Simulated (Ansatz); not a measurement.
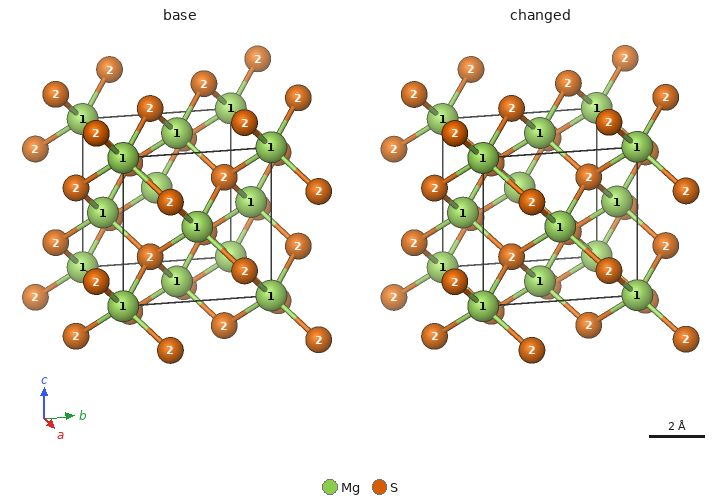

Left: crystalline MgS (built on the zincblende type) at its r2SCAN-relaxed geometry. Right: the same structure after one change, at the same scale. A ball-and-stick model of the conventional cell (4 times the calculation's cell), seen slightly off an axis. Lengths and directions refer to the drawn axes.

All numbers below come from DFT, PBE, plane waves, PAW in Ansatz. Set-up: plane-wave cutoff 420 eV; k-point mesh 8 × 8 × 8; occupations fermi dirac; smearing width 0.02 eV; no spin polarisation.

### What was changed?

The cell is strained by +4.0 % along b and none across it (volume +4.0 %). The atoms were relaxed with r2SCAN under that strain, and this is a single point on that geometry.

### And its effect?

The energy rises by 2.1 meV per atom. The pressure goes from 1.1 to −1.1 GPa. The principal stresses (compression positive) are −1.8 GPa along b and −0.8 GPa across it. All forces vanish by symmetry. The band gap goes from 3.47 to 3.23 eV. Some distances before and after: Mg–S 2.452 → 2.485 Å. The space group (tolerance 0.01 Å) goes from F-43m (No. 216) to I-4m2 (No. 119).
